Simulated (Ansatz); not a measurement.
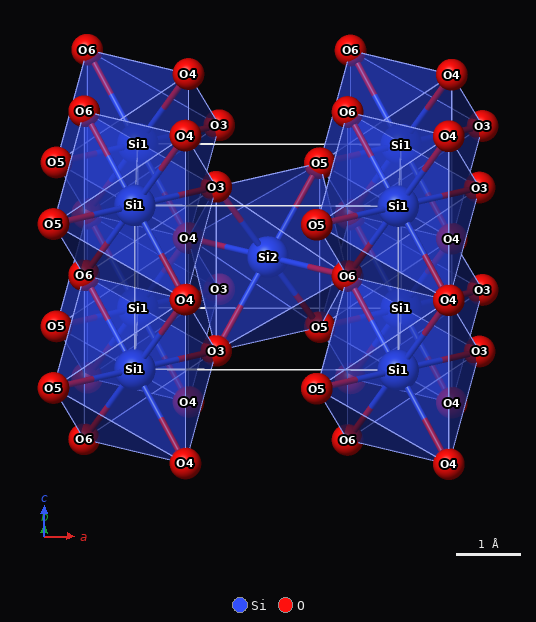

Fig. 1: The structure (polyhedral view of the cell of the calculation, seen at an oblique angle; polyhedra are completed across the faces of the cell; atoms are numbered from 1 in the order of the input). An atom can appear more than once, as a periodic image.

**Two runs on SiO$_{2}$**

System: SiO$_{2}$ (6 atoms in the cell).
Method of run 1: DFT, PBE, plane waves, PAW, no spin polarisation (Ansatz 0.2.0).

The structure derives from an entry of the Crystallography Open Database. Text and figures count atoms from 1; the logs count them from 0 in places.

## Input file, run 1
```yaml
crystal:
  lattice:
    - [4.175795434495, 5.592315034267e-35, 0.0]
    - [5.592315034267e-35, 4.175795434495, 0.0]
    - [0.0, 0.0, 2.673303025992]
  atoms:
    - { symbol: Si, position: [-2.809866618859e-20, -2.161435860661e-21, 0.0] }
    - { symbol: Si, position: [0.5, 0.5, 0.5] }
    - { symbol: O, position: [0.3054628388778, 0.3054628388778, 0.0] }
    - { symbol: O, position: [0.1945371611222, 0.8054628388778, 0.5] }
    - { symbol: O, position: [0.6945371611222, 0.6945371611222, 0.0] }
    - { symbol: O, position: [0.8054628388778, 0.1945371611222, 0.5] }
basis:
  ecutwfc: 420
  ecutrho_ratio: 4
kpoints:
  mp_grid: { grid: [6, 6, 8] }
hamiltonian:
  xc: pbe
scf:
  occupations: { method: gaussian, width: 0.05 }
  n_extra_bands: 8
output:
  forces: true
  stress: true
```

Command:
```bash
ansatz run input.yaml --threads 4 --pin off --max-ram 8192MiB --backend cpu --events-out ev --progress --plain --runs-dir out
```

Hardware: 4 threads of Arm Neoverse V2, 24 GiB of memory available, shared host.

## Output, shortened to warnings, some set-up lines, iterations and results (run 1)
```
Basis set: ecut = 420 eV, 913 PW (Γ), exchange–correlation on 60×60×36 points (8 copies of the dense FFT grid, shifted against one another)
Symmetry: 16 space group operations
k-points: 50 of 288
Initial density: superposition of atomic densities (neutral atoms: chi_scale 0, normalization atom), corrected by the library's trained network
[...]
SCF iter   1: F=—  HF=-3546.967781 eV  |F-HF|=—  |Δ(HF+E_count)|=         —  Δρ=3.21e-3  dr2=1.78e-3  ethr=1.77e-3  ⟨swp⟩=5.7  Hψ=6383  notcnv=0  defer=24
SCF iter   2: F=—  HF=-3546.968473 eV  |F-HF|=—  |Δ(HF+E_count)|=   6.92e-4  Δρ=1.56e-3  dr2=3.67e-4  ethr=5.56e-6  ⟨swp⟩=2.0  Hψ=2371  notcnv=0  defer=60
SCF iter   3: F=—  HF=-3546.968547 eV  |F-HF|=—  |Δ(HF+E_count)|=   7.44e-5  Δρ=6.77e-4  dr2=5.74e-5  ethr=1.15e-6  ⟨swp⟩=2.0  Hψ=1645  notcnv=0  defer=60
SCF iter   4: F=—  HF=-3546.968502 eV  |F-HF|=—  |Δ(HF+E_count)|=   4.56e-5  Δρ=8.90e-5  dr2=2.27e-6  ethr=1.80e-7  ⟨swp⟩=2.0  Hψ=1826  notcnv=0  defer=60
SCF iter   5: F=—  HF=-3546.968502 eV  |F-HF|=—  |Δ(HF+E_count)|=   1.36e-7  Δρ=2.84e-5  dr2=2.35e-7  ethr=7.11e-9  ⟨swp⟩=2.0  Hψ=1787  notcnv=0  defer=60
SCF iter   6: F=-3546.968502 eV  HF=-3546.968502 eV  |F-HF|=4.85e-9  |Δ(HF+E_count)|=   3.78e-8  Δρ=6.85e-6  dr2=1.19e-8  ethr=3.13e-10  ⟨swp⟩=4.0  Hψ=3740  notcnv=0
SCF 1 converged in 6 iterations: F = -3546.968502 eV  dr2 = 1.19e-8
SCF converged after 6 iterations
Free energy (F): -3546.968502 eV
Harris-Foulkes:  -3546.968502 eV  (|F-HF|=4.85e-9)
Internal energy: -3546.968502 eV  (E = F + TS)
E sigma→0 (E₀):  -3546.968502 eV
Fermi energy:    13.370846 eV
--- Per-component energies (eV) ---
  E_band       = 66.507601
  E_kinetic    = 815.842424
  E_local      = -1218.157994  (includes V_loc(G=0)·N_el)
  E_nonlocal   = 236.624617
  E_hartree    = 432.607719
  E_xc         = -412.376270
  E_vxc        = -480.196739  (∫ρ·V_xc dr)
  E_paw        = -1661.983172  (= ΣΔE_a)
  E_vpaw       = -152.833035  (= ΣTr[D̂ρ^β])
  E_aug_tail   = 0.010154  (compensation charges beyond the density's cutoff)
  E_ewald      = -1739.535979
  E_smearing   = -0.000000  (= −TS)
  E_closure    = 0.000000  (closes the sum)
  Σ components = -3546.968502   (vs F -3546.968502, Δ=0.00e0)
--- Forces (eV/Å), atoms counted from 1 ---
  atom   1  Si     0.00000000    -0.00000000     0.00000000
  atom   2  Si     0.00000000    -0.00000000     0.00000000
  atom   3  O      0.00090323     0.00090323     0.00000000
  atom   4  O     -0.00090323     0.00090323     0.00000000
  atom   5  O     -0.00090323    -0.00090323     0.00000000
  atom   6  O      0.00090323    -0.00090323     0.00000000
  max |Σ_I F_I| component: 1.52e-18 eV/Å
--- Stress (GPa, compression-positive) ---
       10.022715       0.000000       0.000000
        0.000000      10.022715       0.000000
        0.000000       0.000000      10.030977
  P = ⅓ Tr σ = 10.0255 GPa (100.255 kbar)
```

For run 2 the input was changed thus:
```diff
-  mp_grid: { grid: [6, 6, 8] }
+  mp_grid: { grid: [6, 5, 9] }
-  n_extra_bands: 8
+  max_iter: 60
```

How does run 2 compare with run 1?

The free energy of run 2 is 0.03 meV per atom lower, which comes mainly from the change of mesh; a solver setting shouldn't move a converged energy. The number of SCF iterations is the same. The irreducible k-points go from 50 to 60.

## Output, shortened to warnings, some set-up lines, iterations and results (run 2)
```
Warning: crystal.symmetry: narrowed to the stabiliser of the k-point mesh — unitary ops 16 → 8; excluded 8 operations that carry a point of the 6×5×9 mesh (shift [0, 0, 0]) off the mesh (the run samples exactly the mesh kpoints.mp_grid names, as under crystal.symmetry.detect: false, and its converged state has the mesh's symmetry, not the crystal's; ε∞, the Born charges and the force constants of …
Basis set: ecut = 420 eV, 913 PW (Γ), exchange–correlation on 60×60×36 points (8 copies of the dense FFT grid, shifted against one another)
Symmetry: 8 space group operations
k-points: 60 of 270
Initial density: superposition of atomic densities (neutral atoms: chi_scale 0, normalization atom), corrected by the library's trained network
[...]
SCF iter   1: F=—  HF=-3546.967969 eV  |F-HF|=—  |Δ(HF+E_count)|=         —  Δρ=3.24e-3  dr2=1.81e-3  ethr=1.77e-3  ⟨swp⟩=5.9  Hψ=7271  notcnv=0  defer=2
SCF iter   2: F=—  HF=-3546.968674 eV  |F-HF|=—  |Δ(HF+E_count)|=   7.05e-4  Δρ=1.57e-3  dr2=3.83e-4  ethr=5.67e-6  ⟨swp⟩=2.0  Hψ=2704  notcnv=0  defer=5
SCF iter   3: F=—  HF=-3546.968739 eV  |F-HF|=—  |Δ(HF+E_count)|=   6.49e-5  Δρ=6.88e-4  dr2=5.82e-5  ethr=1.20e-6  ⟨swp⟩=2.0  Hψ=1918  notcnv=0
SCF iter   4: F=—  HF=-3546.968696 eV  |F-HF|=—  |Δ(HF+E_count)|=   4.22e-5  Δρ=9.39e-5  dr2=2.60e-6  ethr=1.82e-7  ⟨swp⟩=2.0  Hψ=2170  notcnv=0
SCF iter   5: F=—  HF=-3546.968696 eV  |F-HF|=—  |Δ(HF+E_count)|=   5.44e-8  Δρ=3.11e-5  dr2=3.03e-7  ethr=8.11e-9  ⟨swp⟩=2.0  Hψ=2118  notcnv=0
SCF iter   6: F=-3546.968696 eV  HF=-3546.968696 eV  |F-HF|=1.03e-8  |Δ(HF+E_count)|=   6.74e-8  Δρ=8.12e-6  dr2=1.85e-8  ethr=3.13e-10  ⟨swp⟩=4.1  Hψ=4362  notcnv=0
SCF 1 converged in 6 iterations: F = -3546.968696 eV  dr2 = 1.85e-8
SCF converged after 6 iterations
Free energy (F): -3546.968696 eV
Harris-Foulkes:  -3546.968696 eV  (|F-HF|=1.03e-8)
Internal energy: -3546.968696 eV  (E = F + TS)
E sigma→0 (E₀):  -3546.968696 eV
Fermi energy:    13.370870 eV
--- Per-component energies (eV) ---
  E_band       = 66.507909
  E_kinetic    = 815.837942
  E_local      = -1218.156742  (includes V_loc(G=0)·N_el)
  E_nonlocal   = 236.628114
  E_hartree    = 432.607042
  E_xc         = -412.375201
  E_vxc        = -480.195357  (∫ρ·V_xc dr)
  E_paw        = -1661.984027  (= ΣΔE_a)
  E_vpaw       = -152.833868  (= ΣTr[D̂ρ^β])
  E_aug_tail   = 0.010154  (compensation charges beyond the density's cutoff)
  E_ewald      = -1739.535979
  E_smearing   = -0.000000  (= −TS)
  E_closure    = 0.000000  (closes the sum)
  Σ components = -3546.968696   (vs F -3546.968696, Δ=0.00e0)
--- Forces (eV/Å), atoms counted from 1 ---
  atom   1  Si     0.00000000     0.00000000     0.00000000
  atom   2  Si     0.00000000     0.00000000     0.00000000
  atom   3  O      0.00090831     0.00090029     0.00000000
  atom   4  O     -0.00090831     0.00090029     0.00000000
  atom   5  O     -0.00090831    -0.00090029     0.00000000
  atom   6  O      0.00090831    -0.00090029     0.00000000
  max |Σ_I F_I| component: 5.20e-18 eV/Å
--- Stress (GPa, compression-positive) ---
       10.024694       0.000000       0.000000
        0.000000      10.024750       0.000000
        0.000000       0.000000      10.024519
  P = ⅓ Tr σ = 10.0247 GPa (100.247 kbar)
```

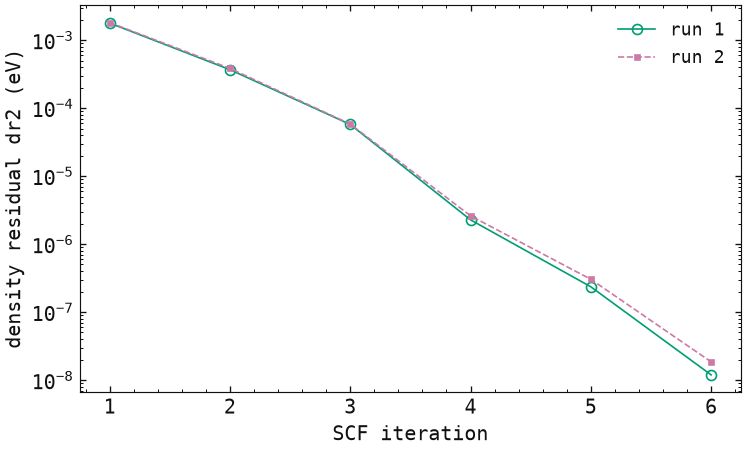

Fig. 2: Convergence of the two runs: density residual dr2 against the SCF iteration. Run 1 takes 6 iterations in all, and run 2 takes 6.

## The two runs side by side

| quantity | run 1 | run 2 |
| --- | --- | --- |
| outcome | converged | converged |
| free energy per atom (eV) | −591.1614 | −591.1614 |
| pressure (GPa) | 10.03 | 10.02 |
| largest force (eV/Å) | 0.001 | 0.001 |
| SCF iterations | 6 | 6 |
| irreducible k-points | 50 | 60 |
| plane waves at Γ | 913 | 913 |
| wall time (shared host) | 0.73 s | 0.82 s |

For run 1: The cell is under a pressure of 10.0 GPa at this level, so it is not at its equilibrium volume. For run 2: A setting was made wrong on purpose: a mesh that breaks the symmetry (`kpoints.mp_grid.grid`). It did no harm here: the run converged to the energy of the sound run within 1 meV per atom. Warnings: the k-point mesh lowers the symmetry that the run can use.
